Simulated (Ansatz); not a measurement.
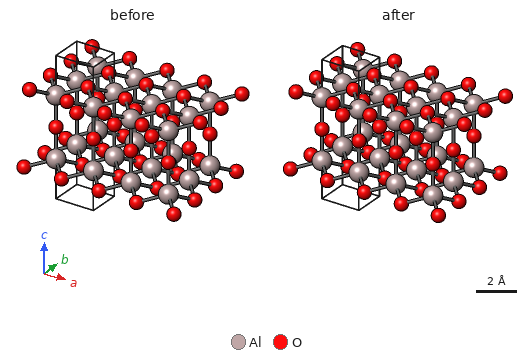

The structure of crystalline Al$_{2}$O$_{3}$ (set up in P-3m1) before (left) and after (right) a relaxation, at one scale.

Style: ball-and-stick. Shown: the cell of the calculation, repeated 3 × 2 × 1 with one cell outlined, slightly off an axis.

The run lets cell and atoms move.

The calculation used Ansatz 0.2.0, Kohn-Sham DFT of a periodic cell, PBEsol with D3(BJ)-ATM, Ansatz PAW.

Input
```yaml
crystal:
  lattice:
    - [3.017482544, 0.0, 0.0]
    - [-1.508741272, 2.6132165386, 0.0]
    - [0.0, 0.0, 7.5746360022]
  atoms:
    - { symbol: Al, position: [0.0, 0.0, 0.722049] }
    - { symbol: Al, position: [0.0, 0.0, 0.277951] }
    - { symbol: O, position: [0.0, 0.0, 0.5] }
    - { symbol: O, position: [0.6666666667, 0.3333333333, 0.800546] }
    - { symbol: O, position: [0.3333333333, 0.6666666667, 0.199454] }
hamiltonian:
  xc: pbesol
  pseudopotentials: { kind: paw }
  dispersion: d3bjatm
kpoints:
  mp_grid: { grid: [10, 10, 4] }
scf:
  occupations: { method: fermi_dirac, width: 0.05 }
output:
  forces: true
  stress: true
  eigenvalues: true
  write_density: true
  write_potential: true
  elf: true
  volumetric_format: npy
relax:
  f_tol: 0.01
  max_steps: 40
  cell: { stress_tol: 0.05 }
```

Command:
```bash
ansatz run input.yaml --threads 2 --pin off --max-ram 5632MiB --backend cpu --events-out ev --progress --plain --runs-dir out
```

### Summarise the run.

The largest moves relative to the cell, 0.054 Å, are those of O atoms. Largest moves by element: O 0.054 Å, Al 0.036 Å. Cell: a = b 3.017 → 2.977 Å (−1.3 %), c 7.575 → 7.353 Å (−2.9 %). Volume −5.5 %. Near-neighbour distances that change, for instance: Al–O 1.841 → 1.819 Å, Al–O 1.682 → 1.669 Å. The space group stays P-3m1 (No. 164). The energy falls by 7.9 meV per atom in 7 accepted moves (10 points after the start). Largest force component: 0.19 eV/Å at the start, 0.00019 eV/Å at the end. Pressure: −5.36 GPa at the start and −0.01 GPa at the end. The SCF was repeated 3 times at an unchanged geometry on a basis and grid sized afresh for the cell, which shifted the energy by 1.7 meV per atom at most. The run took 17 s on 2 threads of Arm Neoverse V2, with other jobs on the host, peak memory 0.36 GiB.
